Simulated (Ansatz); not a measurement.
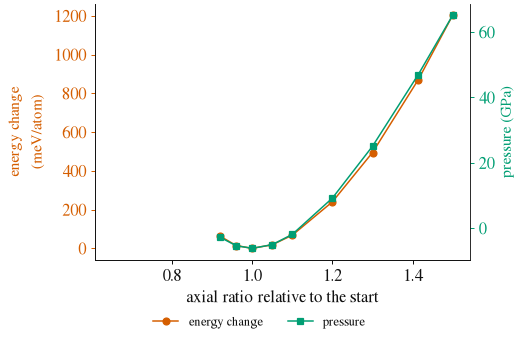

Plotted: energy change and pressure against relative axial ratio for TiC, space group Fm-3m (No. 225).

The given structure:
```
CELL_PARAMETERS angstrom
0.00000 2.16400 2.16400
2.16400 0.00000 2.16400
2.16400 2.16400 0.00000
ATOMIC_POSITIONS crystal
Ti 0.00000 0.00000 0.00000
C 0.50000 0.50000 0.50000
```

Computed with Ansatz 0.2.0: deformation of a crystal at fixed volume, lengths along the axis scaled against those across it, fractional coordinates fixed, by plane-wave density functional theory with PAW datasets, free energies less that of the undisturbed cell, pressure positive in compression; scalar-relativistic. Level: PBEsol, no spin polarisation.

wave cutoff 420 eV; k mesh 20×20×20; occupations cold smearing; smearing width 0.1 eV; k shift (0, 0, 0) (mesh steps); start as given; path tetragonal; axis direction (0, 0, 1) (Cartesian unit vector).

The points at relative axial ratio 0.650, 0.707, 0.780 and 0.850 are left out of the plot. What values does the calculation give there?

```tsv
axial ratio relative to the start	energy change (meV/atom)	pressure (GPa)
0.650	2451	71.6
0.707	1516	49.6
0.780	698	24.1
0.850	266	6.9
```

Keep in mind: atoms far too close at some points of the scan; reference crystal is not relaxed.
